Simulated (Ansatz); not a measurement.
## HfO2: single-point calculation (part 1 of 2)

HfO2 (48 atoms in the cell), computed with DFT PBE, scalar-relativistic, plane waves, PAW, no spin polarisation (Ansatz 0.2.0).

The structure derives from a Materials Project entry.

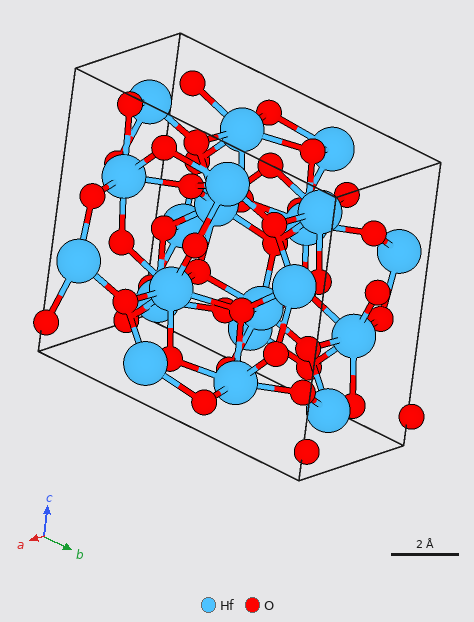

Fig. 1: The input geometry (ball-and-stick view of the cell of the calculation, seen slightly off an axis). An atom can appear more than once, as a periodic image.

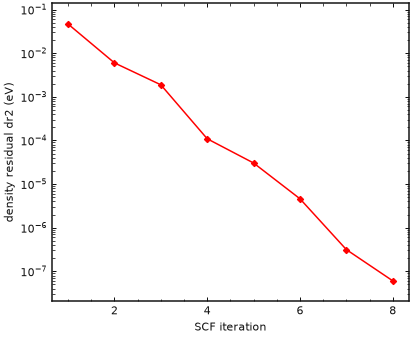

Fig. 2: Convergence of the self-consistent field: density residual dr2 against the SCF iteration. The residual falls at every step.

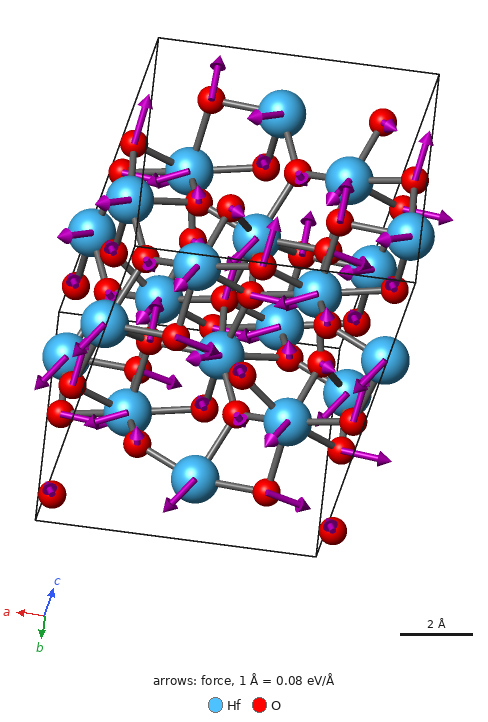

Fig. 3: Forces on the atoms as pink arrows (ball-and-stick view of the cell of the calculation, seen at an oblique angle). The largest act on O25, O26, O27, O28, O29, O30 and 10 more (0.12 eV/Å); all 16 Hf atoms (0.11 eV/Å); O17, O18, O19, O20, O21, O22 and 10 more (0.05 eV/Å). Atoms are counted from 1 in the order of the input and aren't labelled in the picture. The geometry is not a stationary point of this energy.

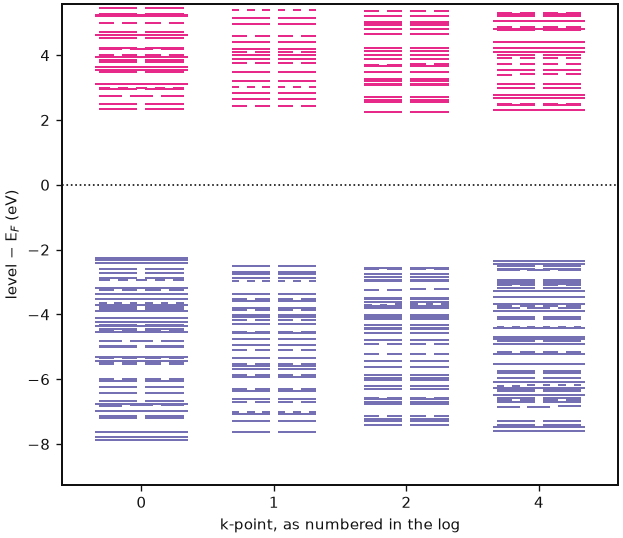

Fig. 4: Kohn–Sham levels near the Fermi level (dotted) at the few k-points that the log prints; levels within 0.02 eV of each other stand side by side. Among these points the highest filled and lowest empty levels are 4.51 eV apart, which is the gap on the mesh.

These pictures come from the run below.

## Input file
```yaml
crystal:
  lattice:
    - [-5.219463, 5.004764, 5.032685]
    - [5.219463, -5.004764, 5.032685]
    - [5.219463, 5.004764, -5.032685]
  atoms:
    - { symbol: Hf, position: [0.25446, 0.137223, 0.150243] }
    - { symbol: Hf, position: [0.75446, 0.637223, 0.150243] }
    - { symbol: Hf, position: [0.75446, 0.137223, 0.650243] }
    - { symbol: Hf, position: [0.25446, 0.637223, 0.650243] }
    - { symbol: Hf, position: [0.00446, 0.104217, 0.367237] }
    - { symbol: Hf, position: [0.50446, 0.604217, 0.367237] }
    - { symbol: Hf, position: [0.50446, 0.104217, 0.867237] }
    - { symbol: Hf, position: [0.00446, 0.604217, 0.867237] }
    - { symbol: Hf, position: [0.986981, 0.387223, 0.132763] }
    - { symbol: Hf, position: [0.486981, 0.887223, 0.132763] }
    - { symbol: Hf, position: [0.486981, 0.387223, 0.632763] }
    - { symbol: Hf, position: [0.986981, 0.887223, 0.632763] }
    - { symbol: Hf, position: [0.736981, 0.354217, 0.349757] }
    - { symbol: Hf, position: [0.236981, 0.854217, 0.349757] }
    - { symbol: Hf, position: [0.236981, 0.354217, 0.849757] }
    - { symbol: Hf, position: [0.736981, 0.854217, 0.849757] }
    - { symbol: O, position: [0.225311, 0.37357, 0.219614] }
    - { symbol: O, position: [0.725311, 0.87357, 0.219614] }
    - { symbol: O, position: [0.725311, 0.37357, 0.719614] }
    - { symbol: O, position: [0.225311, 0.87357, 0.719614] }
    - { symbol: O, position: [0.975311, 0.005697, 0.101741] }
    - { symbol: O, position: [0.475311, 0.505697, 0.101741] }
    - { symbol: O, position: [0.475311, 0.005697, 0.601741] }
    - { symbol: O, position: [0.975311, 0.505697, 0.601741] }
    - { symbol: O, position: [0.476205, 0.11312, 0.097033] }
    - { symbol: O, position: [0.976205, 0.61312, 0.097033] }
    - { symbol: O, position: [0.976205, 0.11312, 0.597033] }
    - { symbol: O, position: [0.476205, 0.61312, 0.597033] }
    - { symbol: O, position: [0.726205, 0.379172, 0.113084] }
    - { symbol: O, position: [0.226205, 0.879172, 0.113084] }
    - { symbol: O, position: [0.226205, 0.379172, 0.613084] }
    - { symbol: O, position: [0.726205, 0.879172, 0.613084] }
    - { symbol: O, position: [0.266088, 0.129172, 0.402967] }
    - { symbol: O, position: [0.766088, 0.629172, 0.402967] }
    - { symbol: O, position: [0.766088, 0.129172, 0.902967] }
    - { symbol: O, position: [0.266088, 0.629172, 0.902967] }
    - { symbol: O, position: [0.516088, 0.36312, 0.386916] }
    - { symbol: O, position: [0.016088, 0.86312, 0.386916] }
    - { symbol: O, position: [0.016088, 0.36312, 0.886916] }
    - { symbol: O, position: [0.516088, 0.86312, 0.886916] }
    - { symbol: O, position: [0.653956, 0.12357, 0.398259] }
    - { symbol: O, position: [0.153956, 0.62357, 0.398259] }
    - { symbol: O, position: [0.153956, 0.12357, 0.898259] }
    - { symbol: O, position: [0.653956, 0.62357, 0.898259] }
    - { symbol: O, position: [0.903956, 0.255697, 0.280386] }
    - { symbol: O, position: [0.403956, 0.755697, 0.280386] }
    - { symbol: O, position: [0.403956, 0.255697, 0.780386] }
    - { symbol: O, position: [0.903956, 0.755697, 0.780386] }
basis:
  ecutwfc: 420
  fft_grid_basis: typed
kpoints:
  mp_grid: { grid: [2, 2, 2] }
hamiltonian:
  xc: pbe
  pseudopotentials: { kind: paw }
scf:
  occupations: { method: gaussian, width: 0.05 }
output:
  forces: true
  stress: false
  eigenvalues: true
  bader: false
  write_density: true
  volumetric_format: npy
```

Launch command:
```bash
ansatz run input.yaml --threads 4 --pin off --max-ram 10240MiB --backend cpu --events-out ev --progress --plain --runs-dir out
```

## The program's output
```
Warning: the atoms were moved onto the symmetric positions of the space group found under crystal.symmetry.tolerance 1.0e-5 (fractional; no operation is sought that the atoms, as they stand in a round, miss by more than twice it, and no atom is moved by as much as it), and the run uses the moved positions. Before a round's move an operation carried an atom to 7.44e-6 Å from where it should land, the largest such distance. Atom 8 (counting from 0) moved farthest, by 6.31e-6 Å; the longest move in fractions of the cell, of whichever atom, is 0.06 of the tolerance, in 1 round. To run the atoms as typed, lower crystal.symmetry.tolerance until the operations that they miss are no longer found, or set crystal.symmetry.detect: false (a key that needs symmetry detection or time reversal refuses this as the deck is read). The positions used, in the order of the run's atom list: position: [0.2544599999999999, 0.13722325000000002, 0.15024275000000004]; position: [0.75446, 0.63722325, 0.15024275000000004]; position: [0.75446, 0.13722325000000002, 0.65024275]; position: [0.2544599999999999, 0.63722325, 0.65024275]; position: [0.004459999999999886, 0.10421724999999996, 0.36723675]; position: [0.50446, 0.60421725, 0.36723675]; position: [0.50446, 0.10421724999999996, 0.86723675]; position: [0.004459999999999886, 0.60421725, 0.86723675]; position: [0.9869804999999999, 0.38722324999999996, 0.13276324999999997]; position: [0.4869804999999999, 0.88722325, 0.13276324999999997]; position: [0.4869804999999999, 0.38722324999999996, 0.63276325]; position: [0.9869804999999999, 0.88722325, 0.63276325]; position: [0.7369805, 0.35421724999999993, 0.34975724999999996]; position: [0.23698049999999996, 0.85421725, 0.34975724999999996]; position: [0.23698049999999996, 0.35421724999999993, 0.84975725]; position: [0.7369805, 0.85421725, 0.84975725]; position: [0.22531099999999993, 0.3735699999999999, 0.219614]; position: [0.725311, 0.87357, 0.219614]; position: [0.725311, 0.3735699999999999, 0.719614]; position: [0.22531099999999993, 0.87357, 0.719614]; position: [0.975311, 0.005697000000000006, 0.101741]; position: [0.47531099999999993, 0.5056970000000001, 0.101741]; position: [0.47531099999999993, 0.005697000000000006, 0.601741]; position: [0.975311, 0.5056970000000001, 0.601741]; position: [0.4762047499999999, 0.11312049999999993, 0.09703275000000003]; position: [0.97620475, 0.6131205, 0.09703275000000003]; position: [0.97620475, 0.11312049999999993, 0.59703275]; position: [0.4762047499999999, 0.6131205, 0.59703275]; position: [0.72620475, 0.37917199999999995, 0.11308424999999998]; position: [0.22620474999999993, 0.8791720000000001, 0.11308424999999998]; position: [0.22620474999999993, 0.37917199999999995, 0.61308425]; position: [0.72620475, 0.8791720000000001, 0.61308425]; position: [0.2660877499999999, 0.129172, 0.40296724999999994]; position: [0.76608775, 0.6291720000000001, 0.40296724999999994]; position: [0.76608775, 0.129172, 0.90296725]; position: [0.2660877499999999, 0.6291720000000001, 0.90296725]; position: [0.51608775, 0.36312049999999996, 0.38691575]; position: [0.016087749999999866, 0.8631205000000001, 0.38691575]; position: [0.016087749999999866, 0.36312049999999996, 0.88691575]; position: [0.51608775, 0.8631205000000001, 0.88691575]; position: [0.653956, 0.12356999999999993, 0.398259]; position: [0.15395599999999993, 0.62357, 0.398259]; position: [0.15395599999999993, 0.12356999999999993, 0.898259]; position: [0.653956, 0.62357, 0.898259]; position: [0.903956, 0.255697, 0.280386]; position: [0.4039559999999999, 0.7556970000000001, 0.280386]; position: [0.4039559999999999, 0.255697, 0.780386]; position: [0.903956, 0.7556970000000001, 0.780386];
Engine: ansatz 0.2.0, aarch64-unknown-linux-gnu
Pseudopotentials: kind: paw
Pseudopotential: Hf, paw, valence charge 26, recommended cutoff 420 eV (normal), Hf.paw.azcp
Pseudopotential: O, paw, valence charge 6, recommended cutoff 420 eV (normal), O.paw.azcp
Functional definition: PBE
  parameter kappa = 0.804
  parameter beta = 0.06672455060314922
  exchange = pbe_x(kappa = kappa, mu = beta*pi^2/3)
  correlation = pbe_c(beta = beta)
Crystal: 48 atoms, lattice volume = 525.859 Å³
Basis set: ecut = 420 eV, 10293 PW (Γ), exchange–correlation on 120×120×120 points (8 copies of the dense FFT grid, shifted against one another)
Bands: 365, of which v1, the nominal top of the filled ones, is band 304 counted from 1 (303 counted from 0)
Symmetry: 16 space group operations
Space group: Pca21 (ITA 29), of the structure as read, at distance tolerance 8.1e-5 Å
k-points: 5 of 8
Non-local potential: Hf, projectors of the file, l = 0: 3, l = 1: 2, l = 2: 2, l = 3: 3
Non-local potential: O, projectors of the file, l = 0: 2, l = 1: 2, l = 2: 1
PAW form: soft (Blöchl's): semilocal exchange-correlation on the pseudo side does not see the compensation charge
PAW one-centre angular grid: Hf, 590 points (default); XC on 64 Gauss nodes
PAW one-centre angular grid: O, 110 points (default); XC on 64 Gauss nodes
Initial density: superposition of atomic densities (neutral atoms: chi_scale 0, normalization atom), corrected by the library's trained network
Initial wavefunctions: pseudopotential atomic-orbital guess
Functional: x = pbe(κ = 0.804, μ = 0.2195149727645171), c = pbe(β = 0.06672455060314922)
SCF iter   1: F=—  HF=-269784.977792 eV  |F-HF|=—  |Δ(HF+E_count)|=         —  Δρ=3.55e-3  dr2=4.65e-2  ethr=1.77e-3  ⟨swp⟩=5.0  Hψ=5590  notcnv=0  defer=114
preconditioner: auto → Resta (q_TF=auto, 2.795 Å⁻¹)  ε∞=5.6  [insulator: Δε(μ)=4.545 eV  Ē_g=18.161 eV  σ=0.050 eV  W_gap=1.00  n_scr=196 (ndim 8)  ℏωp=38.9 eV  f_vac=0.037  D(μ)=0.00/eV (n_scr^D=0)  ε∞_Penn≈5.6]
SCF iter   2: F=—  HF=-269784.977731 eV  |F-HF|=—  |Δ(HF+E_count)|=   6.07e-5  Δρ=1.68e-3  dr2=5.98e-3  ethr=7.65e-6  ⟨swp⟩=2.0  Hψ=3300  notcnv=0  defer=131
SCF iter   3: F=—  HF=-269784.980047 eV  |F-HF|=—  |Δ(HF+E_count)|=   2.32e-3  Δρ=7.81e-4  dr2=1.88e-3  ethr=9.84e-7  ⟨swp⟩=2.2  Hψ=2244  notcnv=0  defer=71
automatic band count: iteration 3 solves 353 bands in place of 365: the levels show a gap, and the empty bands left out lie too high to hold charge; the band table lists the bands solved (type scf.n_extra_bands for more)
SCF iter   4: F=—  HF=-269784.981048 eV  |F-HF|=—  |Δ(HF+E_count)|=   1.00e-3  Δρ=1.36e-4  dr2=1.09e-4  ethr=3.10e-7  ⟨swp⟩=2.0  Hψ=2844  notcnv=0  defer=71
SCF iter   5: F=—  HF=-269784.981006 eV  |F-HF|=—  |Δ(HF+E_count)|=   4.14e-5  Δρ=8.45e-5  dr2=3.03e-5  ethr=1.79e-8  ⟨swp⟩=2.0  Hψ=3073  notcnv=0  defer=71
SCF iter   6: F=—  HF=-269784.980346 eV  |F-HF|=—  |Δ(HF+E_count)|=   6.60e-4  Δρ=2.89e-5  dr2=4.59e-6  ethr=4.98e-9  ⟨swp⟩=2.0  Hψ=2851  notcnv=0  defer=71
SCF iter   7: F=—  HF=-269784.980348 eV  |F-HF|=—  |Δ(HF+E_count)|=   1.83e-6  Δρ=7.59e-6  dr2=3.14e-7  ethr=7.54e-10  ⟨swp⟩=2.2  Hψ=2821  notcnv=0  defer=71
SCF iter   8: F=-269784.980348 eV  HF=-269784.980348 eV  |F-HF|=1.02e-8  |Δ(HF+E_count)|=   1.09e-7  Δρ=3.67e-6  dr2=6.04e-8  ethr=1.64e-11  ⟨swp⟩=10.0  Hψ=8104  notcnv=0
SCF 1 converged in 8 iterations: F = -269784.980348 eV  dr2 = 6.04e-8
  greatest PAW one-centre occupation: 0.999 electrons in one spin orbital (limit 2), on the Hf atom at site 7 (counted from 0), in its partial waves of l = 0
SCF converged after 8 iterations
Free energy (F): -269784.980348 eV
Harris-Foulkes:  -269784.980348 eV  (|F-HF|=1.02e-8)
Internal energy: -269784.980348 eV  (E = F + TS)
E sigma→0 (E₀):  -269784.980348 eV
Fermi energy:    17.492845 eV
--- Per-component energies (eV) ---
  E_band       = 714.136203
  E_kinetic    = 12391.384639
  E_local      = -93425.089339  (includes V_loc(G=0)·N_el)
  E_nonlocal   = -18345.802397
  E_hartree    = 42871.926215
  E_xc         = -7175.648274
  E_vxc        = -7291.800097  (∫ρ·V_xc dr)
  E_paw        = -115903.458180  (= ΣΔE_a)
  E_vpaw       = 21641.534355  (= ΣTr[D̂ρ^β])
  E_aug_tail   = 0.079400  (compensation charges beyond the density's cutoff)
  E_ewald      = -90198.372411
  E_smearing   = -0.000000  (= −TS)
  E_closure    = -0.000000  (closes the sum)
  Σ components = -269784.980348   (vs F -269784.980348, Δ=0.00e0)
```
